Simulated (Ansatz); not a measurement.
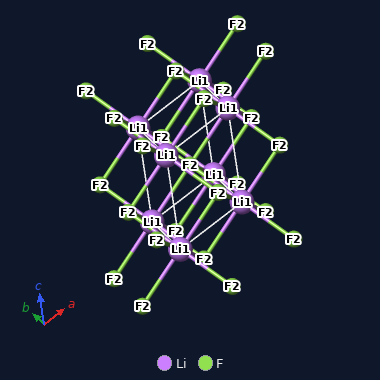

The system is LiF (Fm-3m, No. 225; 2 atoms in the cell); the picture shows the reference structure. The cell is strained homogeneously, by one strain along x and y and another along z, with fractional coordinates fixed (x, y and z along the cube axes). Coordinates scanned: (1) strain along x and y; (2) strain along z. Grid: 5 × 5 points. At 5 points there is no value. Points are written as (first, second). All energies are given in meV/atom relative to the lowest grid point. The reference cell is the one listed in the database, not relaxed at this level. All numbers below come from DFT r2SCAN, scalar-relativistic, plane waves, PAW in Ansatz 0.2.0. Settings: cutoff 500 eV, k-mesh 10×10×10, gaussian smearing 0.05 eV, no spin polarisation.

Its coordinates:

```
CELL_PARAMETERS angstrom
0.00000 2.01400 2.01400
2.01400 0.00000 2.01400
2.01400 2.01400 0.00000
ATOMIC_POSITIONS crystal
Li 0.00000 0.00000 0.00000
F 0.50000 0.50000 0.50000
```

Range: strain along x and y from −8 to 8 %; strain along z from −8 to 8 %.

### What landscape does the calculation give?

The lowest grid point is at (0 %, 0 %). The highest grid point, (−8 %, −8 %), lies 110 meV/atom above the lowest. The gap on the k-mesh is 10.1 eV at the lowest point and runs from 8.2 to 12.8 eV over the map.

```csv
"strain along z ↓, strain along x and y →",−8,−4,0,4,8
8,52,16,22,55,105
4,51,–,8,–,–
0,57,7,0,20,57
−4,75,–,2,–,44
−8,110,43,19,24,45
```

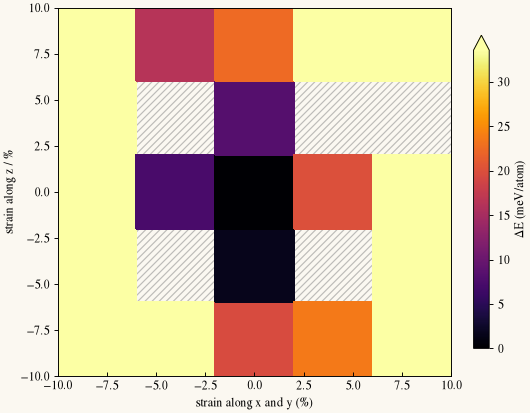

Drawn: one coloured cell a grid point, one colour for all values above the top of the scale, hatched blanks where no value was computed.
